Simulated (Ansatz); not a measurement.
# CrO$_{2}$: single-point calculation (part 1 of 3)

- system: CrO$_{2}$ (P4₂/mnm, 6 atoms in the cell)
- method: DFT PBEsol+U+J, scalar-relativistic, plane waves, PAW, U = 5 eV, J = 0.7 eV on Cr atom 1 d; U = 5 eV, J = 0.7 eV on Cr atom 2 d, spin-polarised (Ansatz 0.2.0)

The structure derives from an entry of the Crystallography Open Database. It belongs to a series of runs on one base structure; here: natural orbitals of the symmetric run, filled by rank. Figures and captions count atoms from 1; the log counts them from 0 in places.

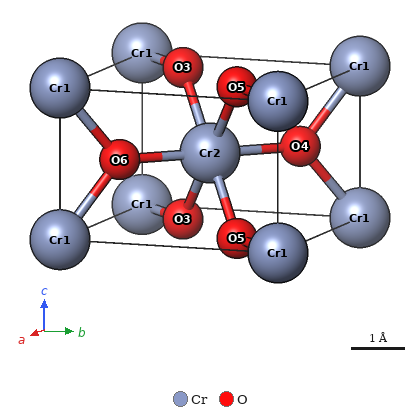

Fig. 1: The structure (ball-and-stick view of the cell of the calculation, seen slightly off an axis; atoms are numbered from 1 in the order of the input). Near neighbours in the crystal (not all of them lie inside the picture): Cr has 6 O at 1.88 to 1.92 Å; O has 3 Cr at 1.88 to 1.92 Å.

### Input
```yaml
crystal:
  lattice:
    - [4.42100083, 0.0, 0.0]
    - [0.0, 4.42100083, 0.0]
    - [0.0, 0.0, 2.91700055]
  atoms:
    - { symbol: Cr, position: [0.0, 0.0, 0.0], spin: 2.0 }
    - { symbol: Cr, position: [0.5, 0.5, 0.5], spin: -2.0 }
    - { symbol: O, position: [0.301, 0.301, 0.0] }
    - { symbol: O, position: [0.199, 0.801, 0.5] }
    - { symbol: O, position: [0.699, 0.699, 0.0] }
    - { symbol: O, position: [0.801, 0.199, 0.5] }
basis:
  ecutwfc: 420
  ecutrho_ratio: 4
kpoints:
  mp_grid: { grid: [4, 4, 6] }
hamiltonian:
  xc: pbesol
  hubbard:
    sites:
      - { site: 0, l: d, u: 5.0, j: 0.7, starting_ns: [{ spin: up, occupation_matrix: s0up }, { spin: down, occupation_matrix: s0down }] }
      - { site: 1, l: d, u: 5.0, j: 0.7, starting_ns: [{ spin: up, occupation_matrix: s1up }, { spin: down, occupation_matrix: s1down }] }
    occupation_matrices:
      s0up:
        matrix:
          - [0.61426, 0.0, 0.0, 0.0, 0.45978]
          - [0.0, 0.495, 0.475, 0.0, 0.0]
          - [0.0, 0.475, 0.495, 0.0, 0.0]
          - [0.0, 0.0, 0.0, 0.02, 0.0]
          - [0.45978, 0.0, 0.0, 0.0, 0.37574]
      s0down:
        matrix:
          - [0.02, 0.0, 0.0, 0.0, 0.0]
          - [0.0, 0.02, 0.0, 0.0, 0.0]
          - [0.0, 0.0, 0.02, 0.0, 0.0]
          - [0.0, 0.0, 0.0, 0.02, 0.0]
          - [0.0, 0.0, 0.0, 0.0, 0.02]
      s1up:
        matrix:
          - [0.02, 0.0, 0.0, 0.0, 0.0]
          - [0.0, 0.02, 0.0, 0.0, 0.0]
          - [0.0, 0.0, 0.02, 0.0, 0.0]
          - [0.0, 0.0, 0.0, 0.02, 0.0]
          - [0.0, 0.0, 0.0, 0.0, 0.02]
      s1down:
        matrix:
          - [0.61426, 0.0, 0.0, 0.0, -0.45978]
          - [0.0, 0.495, -0.475, 0.0, 0.0]
          - [0.0, -0.475, 0.495, 0.0, 0.0]
          - [0.0, 0.0, 0.0, 0.02, 0.0]
          - [-0.45978, 0.0, 0.0, 0.0, 0.37574]
    ns_hold: { iters: 10 }
scf:
  occupations: { method: gaussian, width: 0.05 }
  lower_state_search: "off"
  max_iter: 150
output:
  forces: true
  stress: true
  eigenvalues: true
  populations: true
  hubbard: { sites: [{ site: 0, l: d }, { site: 1, l: d }] }
  write_density: true
  write_potential: true
  elf: true
  volumetric_format: npy
magnetization:
  spin_polarized: true
```

Command:
```bash
ansatz run input.yaml --threads 4 --pin off --max-ram 6144MiB --backend cpu --events-out ev --progress --plain --runs-dir out
```

### Log
```
Cr: projections on atomic orbitals take those of the free atom [Ne] 3s2 3p6 3d5 4s1, of charge +0.00 (hamiltonian.pseudopotentials.projection_atoms); the dataset's partial waves leave at most 7.0e-7 of an orbital's norm unspanned inside its sphere
O: projections on atomic orbitals take those of the free atom [He] 2s2 2p4, of charge +0.00 (hamiltonian.pseudopotentials.projection_atoms); the dataset's partial waves leave at most 1.9e-8 of an orbital's norm unspanned inside its sphere
Engine: ansatz 0.2.0, aarch64-unknown-linux-gnu
Pseudopotentials: kind: paw
Pseudopotential: Cr, paw, valence charge 14, recommended cutoff 420 eV (normal), Cr.paw.azcp
Pseudopotential: O, paw, valence charge 6, recommended cutoff 420 eV (normal), O.paw.azcp
Functional definition: PBEsol
  exchange = pbesol_x
  correlation = pbesol_c
Crystal: 6 atoms, lattice volume = 57.014 Å³
Basis set: ecut = 420 eV, 1121 PW (Γ), exchange–correlation on 60×60×40 points (8 copies of the dense FFT grid, shifted against one another)
Bands: 34, of which v1, the nominal top of the filled ones, is band 26 counted from 1 (25 counted from 0)
Symmetry: 8 space group operations
Space group: Cmmm (ITA 65), of the structure as read, at distance tolerance 3.8e-5 Å
Magnetic group: BNS 136.498 (UNI 1158), of the structure as read, at distance tolerance 3.8e-5 Å
k-points: 28 of 96
Non-local potential: Cr, projectors of the file, l = 0: 3, l = 1: 2, l = 2: 3, l = 3: 1
Non-local potential: O, projectors of the file, l = 0: 2, l = 1: 2, l = 2: 1
PAW form: soft (Blöchl's): semilocal exchange-correlation on the pseudo side does not see the compensation charge
PAW frozen core: Cr, regenerated for the run's functional, and the local potential with it (the file was generated under x = pbe(κ = 0.804, μ = 0.2195149727645171), c = pbe(β = 0.06672455060314922))
PAW frozen core: O, regenerated for the run's functional, and the local potential with it (the file was generated under x = pbe(κ = 0.804, μ = 0.2195149727645171), c = pbe(β = 0.06672455060314922))
PAW one-centre angular grid: Cr, 590 points (default); XC on 64 Gauss nodes
PAW one-centre angular grid: O, 110 points (default); XC on 64 Gauss nodes
Initial density: superposition of atomic densities (chi_scale 0.1, normalization cell, long waves kept (reshape's long-wave potential 0.00 eV rms))
Starting moments: Σ|m| = 4 μB on 2 of 6 sites
Starting magnetic order: altermagnet, d-wave, planar spin-momentum locking; spin-degenerate planes through Γ normal to [0 1 0], [1 0 0] of the run's lattice
Initial wavefunctions: pseudopotential atomic-orbital guess
Functional: x = pbesol(κ = 0.804, μ = 0.12345679012345678), c = pbesol(β = 0.046)
```
